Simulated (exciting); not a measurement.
**Mg: 7 runs along one coordinate**

System: Mg (P6₃/mmc, 2 atoms in the cell).
Method: Kohn-Sham DFT of a periodic cell, PBEsol, all-electron LAPW+lo, shipped species files, no spin polarisation (exciting sodium).

The 7 runs differ only in the geometry, by an even scaling of the cell at fixed fractional positions. The structure derives from an entry of the Crystallography Open Database.

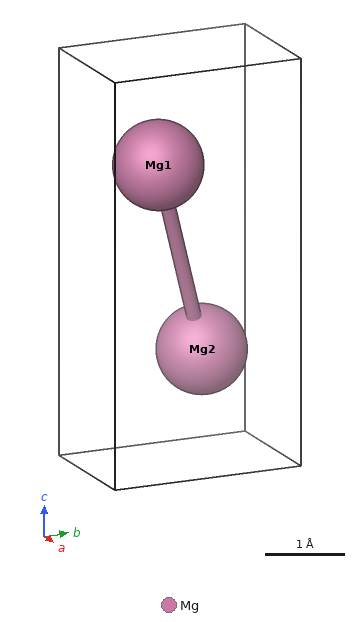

Figure 1. The structure of run 4 (ball-and-stick view of the cell of the calculation, seen slightly off an axis; atoms are numbered from 1 in the order of the input).

## Input of run 4
```
<input>
  <title>Mg</title>
  <structure speciespath="./" tshift="false">
    <crystal scale="1">
      <basevect>6.064698051761 0.000000000000 0.000000000000</basevect>
      <basevect>-3.032349025881 5.252182579173 0.000000000000</basevect>
      <basevect>0.000000000000 0.000000000000 9.846040027138</basevect>
    </crystal>
    <species speciesfile="Mg.xml" rmt="2">
      <atom coord="0.666666666700 0.333333333300 0.750000000000"/>
      <atom coord="0.333333333300 0.666666666700 0.250000000000"/>
    </species>
  </structure>
  <groundstate do="fromscratch" ngridk="10 10 5" rgkmax="7.5" gmaxvr="14" lmaxapw="10" lmaxmat="10" lmaxvr="8" xctype="GGA_PBE_SOL" stype="Fermi Dirac" swidth="0.00183747" nempty="10" ValenceRelativity="iora*" epsengy="1e-05" epspot="1e-05" maxscl="60" tforce="true" outputlevel="normal"/>
  <properties>
    <chargedensityplot>
      <plot3d>
        <box grid="17 17 27">
          <origin coord="0 0 0"/>
          <point coord="1 0 0"/>
          <point coord="0 1 0"/>
          <point coord="0 0 1"/>
        </box>
      </plot3d>
    </chargedensityplot>
    <elfplot>
      <plot3d>
        <box grid="17 17 27">
          <origin coord="0 0 0"/>
          <point coord="1 0 0"/>
          <point coord="0 1 0"/>
          <point coord="0 0 1"/>
        </box>
      </plot3d>
    </elfplot>
    <exccplot>
      <plot3d>
        <box grid="17 17 27">
          <origin coord="0 0 0"/>
          <point coord="1 0 0"/>
          <point coord="0 1 0"/>
          <point coord="0 0 1"/>
        </box>
      </plot3d>
    </exccplot>
  </properties>
</input>
```

Command:
```bash
OMP_NUM_THREADS=1 exciting_smp
```

Run 3 has the same physical settings and fractional positions; its lattice vectors (Å) are:
```
   3.187760    0.000000    0.000000
  -1.593880    2.760682    0.000000
   0.000000    0.000000    5.175330
```

## Results, with one run withheld

| run | volume per atom (Å³) | free energy per atom, from the lowest run given (meV) |
| --- | --- | --- |
| 1 | 21.843 | 2.10 |
| 2 | 22.308 | 0.00 |
| 3 | 22.772 | ? |
| 4 | 23.237 | 1.71 |
| 5 | 23.702 | 5.71 |
| 6 | 24.167 | 11.43 |
| 7 | 24.631 | 18.58 |

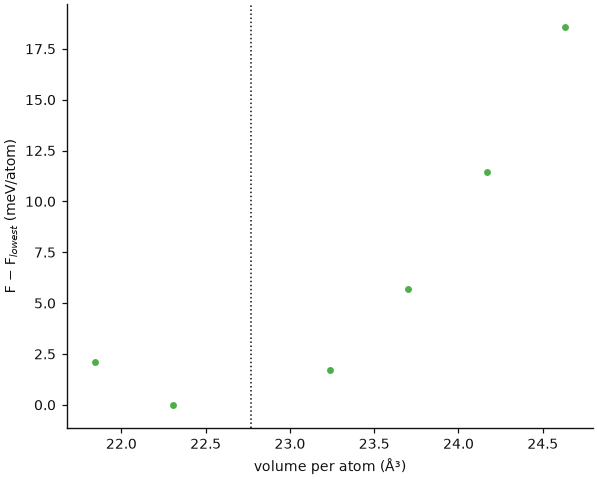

Figure 2. Free energy per atom of the runs given; the dotted line marks run 3.

What should run 3 give?

A cubic polynomial in V^(−2/3) (the Birch–Murnaghan form), fitted to the 6 runs given, misses them by at most 0.11 meV per atom. With x = V^(−2/3) − 0.12265 Å⁻², it reads F = 2.1097 − 1909.6 x + 3.7322e+05 x² − 2.5676e+06 x³ (meV per atom). At run 3 it gives −0.15 meV per atom, and the run itself gives −0.36. The fit has its minimum at 22.552 Å³ per atom, where V d²F/dV² gives 35 GPa. Cell shape and fractional positions are held, so this is the stiffness under even scaling; the relaxed bulk modulus wasn't computed.

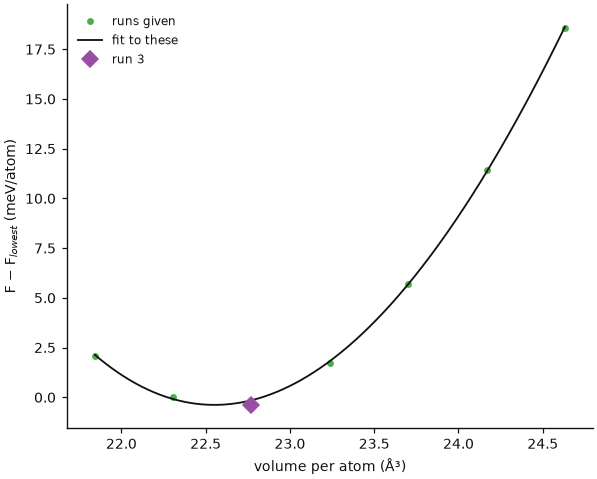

Figure 3. The fit and the withheld run.

## Some lines of the output (run 3)
```
[...]
 Absolute change in total energy   (target) :  0.410255E-04  ( 0.100000E-04)
 Total energy                               :      -399.80474946
 Fermi energy                               :         0.13130862
 DOS at Fermi energy (states/Ha/cell)       :        41.14114644
 Absolute change in total energy   (target) :  0.880944E-04  ( 0.100000E-04)
 Total energy                               :      -399.80475232
 Fermi energy                               :         0.13130864
 DOS at Fermi energy (states/Ha/cell)       :        41.14112251
 Absolute change in total energy   (target) :  0.285920E-05  ( 0.100000E-04)
 Total energy                               :      -399.80475395
 DOS at Fermi energy (states/Ha/cell)       :        41.14116956
 Absolute change in total energy   (target) :  0.163442E-05  ( 0.100000E-04)
 Total energy                               :      -399.80475381
 DOS at Fermi energy (states/Ha/cell)       :        41.14116393
```
